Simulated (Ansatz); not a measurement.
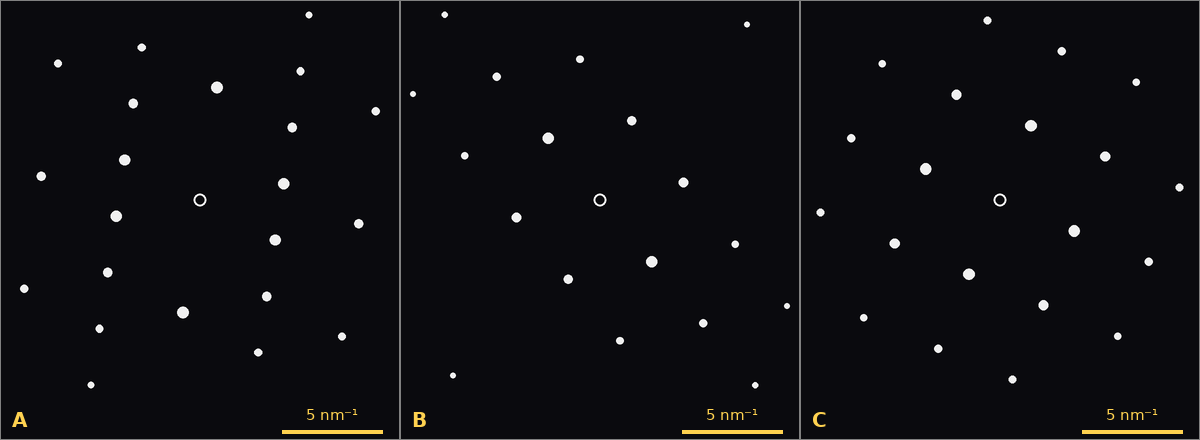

Kinematic zone-axis patterns, calculated for 120 keV electrons with B = 0.5 Å².

All three come from Pd, space group I4_1/amd (No. 141), a = 4.969 Å, c = 2.662 Å. Structure: the geometry relaxed with DFT r2SCAN, scalar-relativistic, plane waves, PAW (Ansatz); the starting structure was generated, so it need not be a known form of this composition.

```json
{"atom": "Pd", "site": "4a", "symmetry": "-4m2", "x": "0.0000", "y": "0.0000", "z": "0.0000"}
```

Assign the zone axes [001], [100], [111] to A, B and C.

Answer. A is [111]: centred rectangular net of 1 -1 0 (itself extinct) at d = 3.51 Å and 1 0 -1 at d = 2.35 Å, at 70.5°. B is [100]: centred rectangular net of 0 2 0 at d = 2.48 Å and 0 1 1 at d = 2.35 Å, at 61.8°. C is [001]: square net of 2 0 0 at d = 2.48 Å and 0 2 0 at d = 2.48 Å, at 90.0°.
